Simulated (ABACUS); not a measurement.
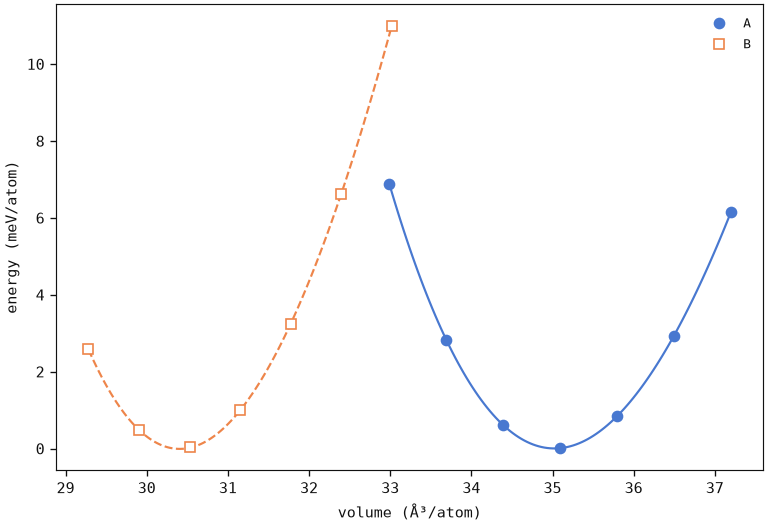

The figure compares two calculations of the energy against volume, each curve from its own zero. The first is for RbCl, space group Fm-3m (No. 225).

The cell holds 2 atoms.

How it was computed, with ABACUS 3.10.1: DFT in plane waves or numerical atomic orbitals with pseudopotentials, no spin polarisation; energies at scaled volumes of the given cell, shape and fractions fixed, counted from the fit's minimum, third-order Birch-Murnaghan fit. Level: PBEsol.

k mesh 7×7×7; occupations Fermi–Dirac; smearing width 0.05 eV; potentials PseudoDojo NC SR 0.4.1 PBEsol standard; wave cutoff 789.1 eV; density cutoff 3157 eV; program settings basis pw.

In the second, Rb is replaced by K on all its sites, which gives KCl in the same structure. The second calculation uses wave cutoff 1006.821 eV.

Which of A and B is the second calculation, and what did the change do?

Answer. B. The equilibrium volume falls from 35.02 to 30.41 Å³/atom (−13 %) and the bulk modulus rises from 16.5 to 18.5 GPa (+12 %).

V0 and the bulk modulus come from third-order Birch–Murnaghan fits.
